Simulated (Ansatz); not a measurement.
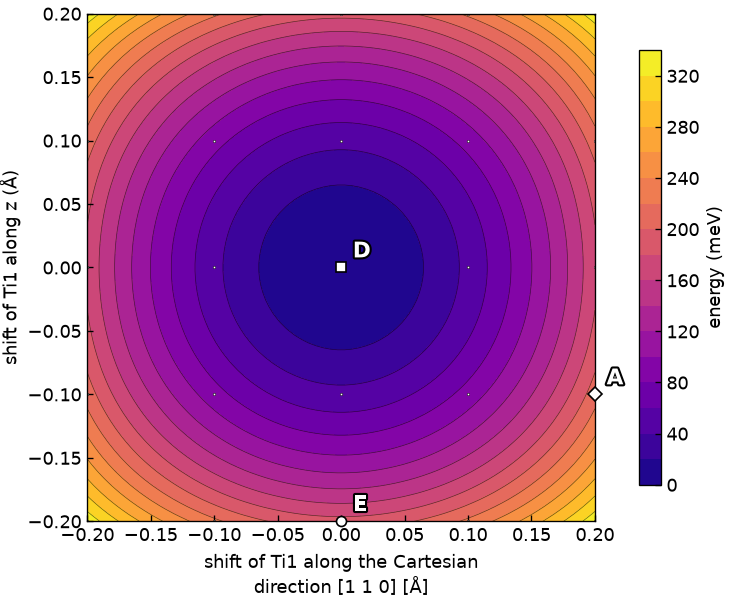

TiC (Fm-3m, No. 225; 2 atoms in the cell). 
- Atom Ti1 is moved over a plane while all other atoms and the cell stay fixed (its periodic images move with it) (x, y and z along the cube axes).
- The first coordinate is: shift of Ti1 along the Cartesian direction [1 1 0]; the second: shift of Ti1 along z.
- Grid: 5 × 5 points; 9 points were computed and 16 follow by symmetry.
- Points are written as (first, second).
- All energies are given in meV per cell relative to the lowest grid point.
- The reference cell is the one listed in the database, not relaxed at this level.
- Method: DFT PBEsol, scalar-relativistic, plane waves, PAW (Ansatz). Settings: cutoff 420 eV, k-mesh 18×18×18, gaussian smearing 0.15 eV, no spin polarisation.

In the figure: filled contours, dots at the grid points, lettered points. Between grid points the surface is interpolated.

Rank the lettered points by energy, lowest first.

D (0 meV), E (187 meV), A (211 meV).
